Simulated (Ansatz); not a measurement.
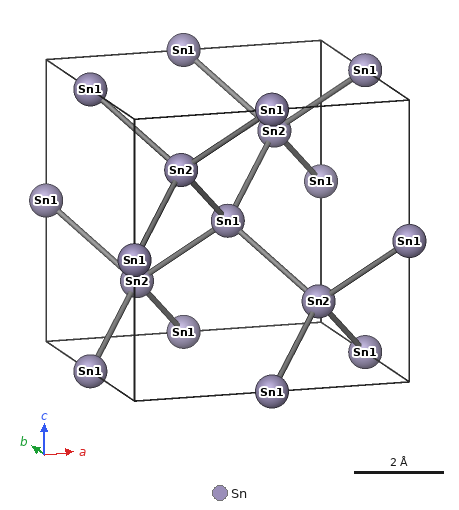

This is a symmetric starting cell of Sn. A ball-and-stick model of the conventional cell (4 times the calculation's cell), seen slightly off an axis. Lengths and directions refer to the drawn axes.

Theory: DFT PBE, scalar-relativistic, plane waves, PAW in Ansatz 0.2.0. Settings: plane-wave cutoff 420 eV; k-point mesh 12 × 12 × 12; occupations gaussian; smearing width 0.1 eV; no spin polarisation.

Change: All lengths are scaled by +1.8 % (volume +5.6 %), the atoms keeping their fractional coordinates. No relaxation follows. The starting cell wasn't computed here and needn't be at equilibrium, so pressure and forces aren't due to the change alone.

Input file:
```yaml
crystal:
  lattice:
    - [0.0, 3.304864656, 3.304864656]
    - [3.304864656, 0.0, 3.304864656]
    - [3.304864656, 3.304864656, 0.0]
  atoms:
    - { symbol: Sn, position: [0.5, 0.5, 0.5] }
    - { symbol: Sn, position: [0.75, 0.75, 0.75] }
basis:
  ecutwfc: 420
kpoints:
  mp_grid: { grid: [12, 12, 12] }
hamiltonian:
  xc: pbe
scf:
  occupations: { method: gaussian, width: 0.1 }
output:
  forces: true
  stress: true
  eigenvalues: true
  populations: true
  write_density: true
  write_potential: true
  elf: true
  volumetric_format: npy
```

Launched with:
```bash
ansatz run input.yaml --threads 1 --pin off --max-ram 1331MiB --backend cpu --events-out ev --progress --plain --runs-dir out
```

### What is the effect?

The pressure is 0.8 GPa (not all of it need come from the change, since the unchanged cell can be under pressure at this level too). All forces vanish by symmetry. Some distances before and after: Sn–Sn 2.811 → 2.862 Å. The space group stays Fd-3m (No. 227).

The changed structure in the same view:

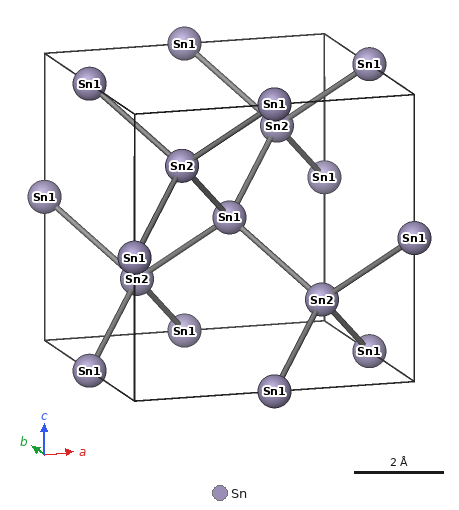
